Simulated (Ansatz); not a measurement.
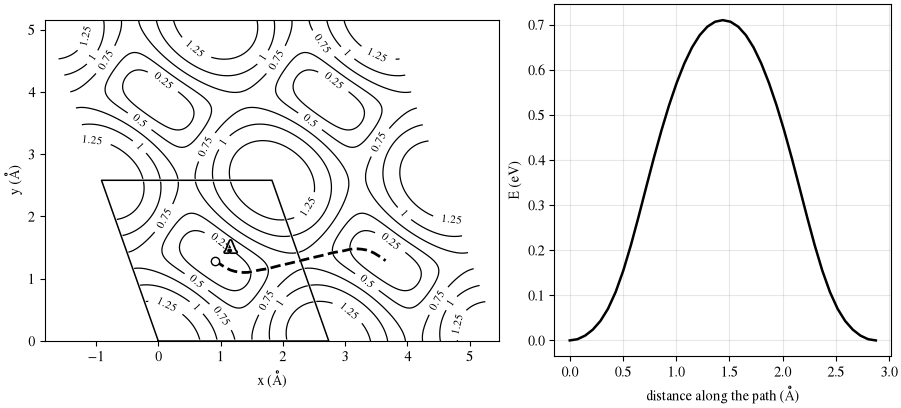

Si on a Mo(110) slab cut from the Im-3m phase, its upper half relaxed before the scan (12 atoms of substrate and one adsorbate in a 2 × 2 cell). Si is moved over the surface cell; relaxed at each place: the height of the adsorbate's atoms; substrate rigid; the origin of the map has the adsorbate above Mo9. Places are given modulo a cell vector. The map is drawn in real space over the plane of the surface. Grid: 6 × 6 points; 13 points were computed and 23 follow by symmetry. Places are given in fractions of the 1 × 1 surface cell. All energies are given in eV relative to the lowest grid point. Computed with DFT PBE, scalar-relativistic, plane waves, PAW in Ansatz 0.2.0. Settings: cutoff 420 eV, k-mesh 5×5×1, gaussian smearing 0.1 eV, no spin polarisation.

In the figure: contour lines labelled in eV, a line along the lowest path, the outline of one cell of the 2 × 2 shown, the energy along the path at the right, the start A. Between grid points the surface is interpolated.

Question: Describe the path and its barrier.

Answer: The easiest path leads from the well at a bridge site between two Mo atoms, over a second-layer Mo atom, (3/6, 3/6) of the cell vectors to its copy one period on. Its highest point lies about 0.71 eV above the bottom of the first well on the interpolated surface, at a bridge site between two Mo atoms, (0/6, 3/6) of the cell vectors. This is the barrier on the constrained surface; relaxing the other coordinates would change it.
